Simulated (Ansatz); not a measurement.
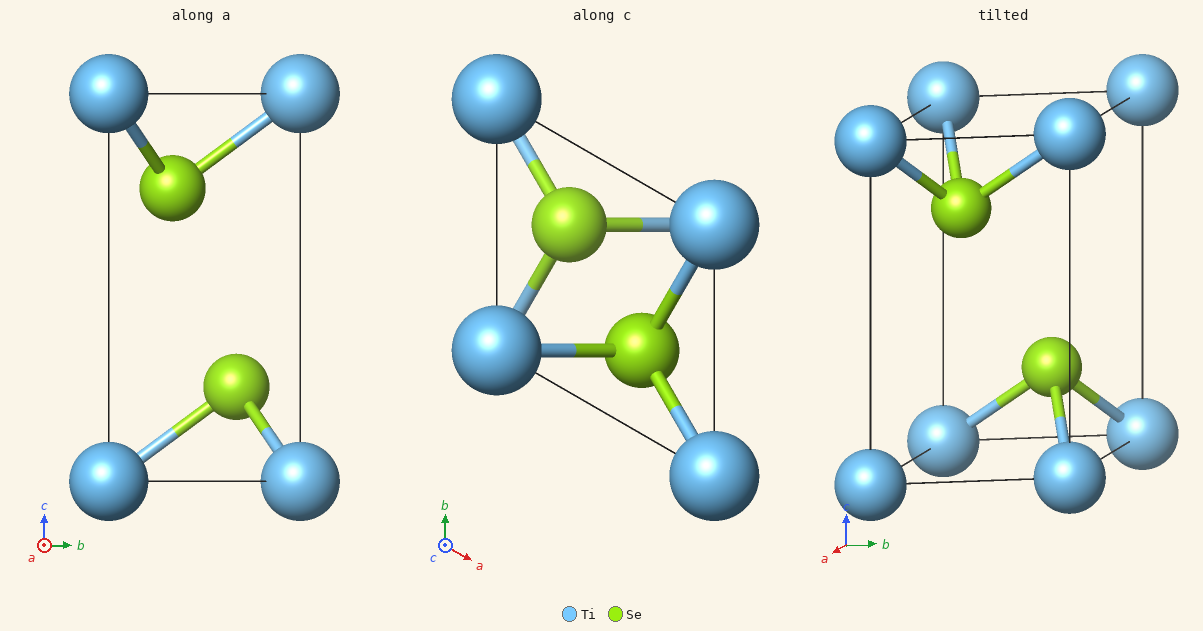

The image is a ball-and-stick drawing of a crystal, viewed along the a axis, along the c axis and slightly off an axis. Atoms at the boundary of the conventional unit cell (the box) are drawn once for each face, edge or corner they touch.

The material is TiSe2. Symmetry: P-3m1 (No. 164), primitive hexagonal lattice. This arrangement goes by the name cadmium iodide (CdI₂, 1T) type. With Z = 1, the cell contains 1 Ti, 2 Se. Ti is surrounded by six Se in an octahedral arrangement. Each Se atom is coordinated by three Ti in a trigonal pyramidal arrangement. The bonds build TiSe2 layers parallel to (001).

The model was built from a structure type known for this compound. It was relaxed at fixed volume with DFT r2SCAN, scalar-relativistic, plane waves, PAW (Ansatz).
